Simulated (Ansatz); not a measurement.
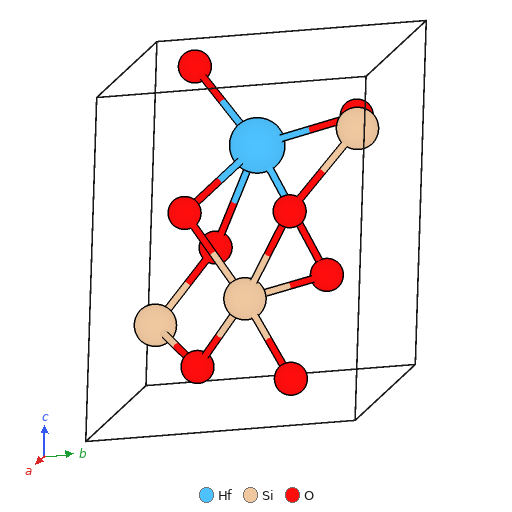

System: HfSi₃O₈, space group P1 (No. 1) (cell built by us, not taken from a database). The picture shows the cell.

The given structure:
```xyz
12
Lattice="4.8702 0.1614 -0.0274 0.1632 4.3322 0.2930 -0.8650 0.2674 5.2432" Properties=species:S:1:pos:R:3 pbc="T T T"
Hf    0.9195    2.1965    3.8976
Si    3.2505    4.3599    4.5388
Si    3.3596    2.4517    1.9128
Si    1.0882    0.4635    1.1306
O     1.6321    3.9736    4.4630
O     2.6551    1.3997    3.1527
O     2.4232    1.4146    0.6959
O     1.8564    3.4124    2.0102
O     0.0634    1.2415    2.1590
O     4.2487    3.3228    0.8000
O     4.0469    3.4018    3.3919
O    -0.5336    0.9278    4.9007
```

Calculation (Ansatz 0.2.0): Born effective charges by linear response at the zone centre, in units of the proton charge, Cartesian axes of the given cell; DFT, r2SCAN, plane waves, PAW. Level: r2SCAN, no spin polarisation.

periodic directions 3; potentials PAW; wave cutoff 500 eV; k mesh 4×6×4.

Predict the mean Born effective charge of each atom. The cases: Hf; Si 1; Si 2; Si 3; O 1; O 2; O 3; O 4; O 5; O 6; O 7; O 8.

The largest in size is that of Hf, 4.86 e, and the charges add up to 0.00 e. O 1 is the most anisotropic: its diagonal components run from −3.00 to −1.49 e. The Born charge xx, in e, is 4.830 for Hf, 4.145 for Si 1, 4.566 for Si 2, 3.429 for Si 3, −2.080 for O 1, −2.337 for O 2, −1.881 for O 3, −1.947 for O 4, −2.221 for O 5, −1.868 for O 6, −2.454 for O 7 and −2.182 for O 8. The Born charge zz, in e, is 4.425 for Hf, 3.721 for Si 1, 4.317 for Si 2, 3.843 for Si 3, −1.485 for O 1, −1.982 for O 2, −2.508 for O 3, −1.817 for O 4, −2.197 for O 5, −2.363 for O 6, −1.974 for O 7 and −1.981 for O 8.

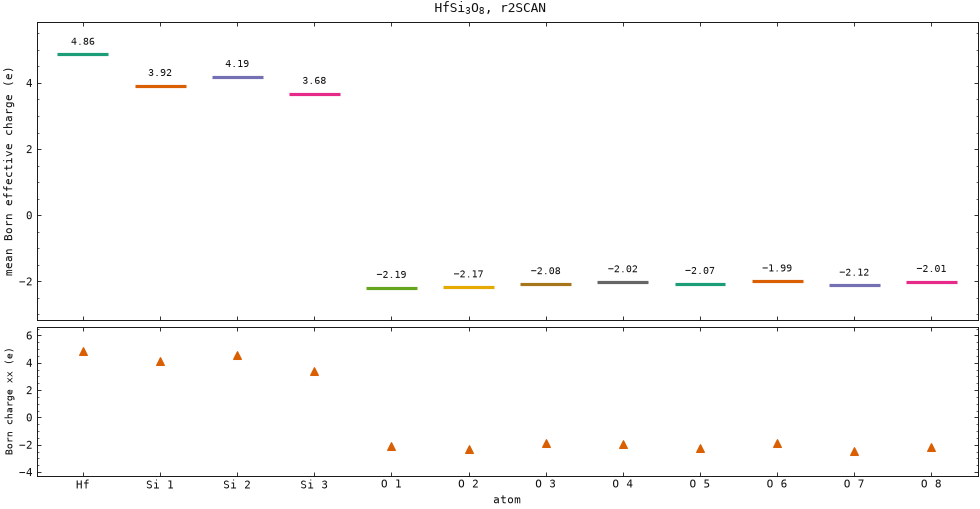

Caveats: empty bands loosely converged; reference bands not vouched for.
